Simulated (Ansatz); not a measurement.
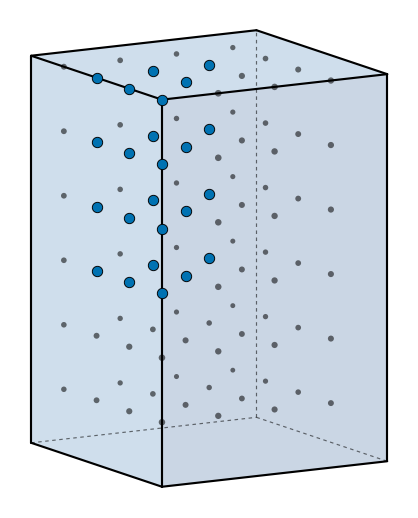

The Γ-centred 4×4×6 k-point mesh of a calculation on PtSe2 (DFT, PBE, plane waves, PAW in Ansatz), folded into the first Brillouin zone of the 6-atom cell that was run; each point of the zone's surface is drawn once. One point of each star is marked in colour. Space group P4_2/mnm. The structure was generated and need not be a known form of this composition.

```xyz
6
Lattice="6.3218 0.0000 0.0000 0.0000 6.3218 0.0000 0.0000 0.0000 4.1724" Properties=species:S:1:pos:R:3 pbc="T T T"
Pt    0.0000    0.0000    0.0000
Pt    3.1609    3.1609    2.0862
Se    1.9281    1.9281    0.0000
Se    1.2327    5.0890    2.0862
Se    5.0890    1.2327    2.0862
Se    4.3936    4.3936    0.0000
```

> To how many irreducible points do the crystal's point group and time reversal reduce the mesh (magnetic order left aside)?

24 of 96.

> List one member of each star with its weight, in the reciprocal vectors of this cell.

```
 k₁   k₂   k₃  weight
  0    0    0       1
1/4    0    0       4
  0    0  1/6       2
1/4  1/4    0       4
1/4    0  1/6       8
1/4  1/4  1/6       8
1/2    0    0       2
  0    0  1/3       2
1/2  1/4    0       4
1/2    0  1/6       4
1/4    0  1/3       8
1/2  1/4  1/6       8
1/4  1/4  1/3       8
1/2  1/2    0       1
1/2    0  1/3       4
1/2  1/2  1/6       2
1/2  1/4  1/3       8
  0    0  1/2       1
1/4    0  1/2       4
1/4  1/4  1/2       4
1/2  1/2  1/3       2
1/2    0  1/2       2
1/2  1/4  1/2       4
1/2  1/2  1/2       1
```

> How fine is the mesh?

Spacing |bᵢ|/nᵢ = 0.248, 0.248, 0.251 1/Å (2π included).
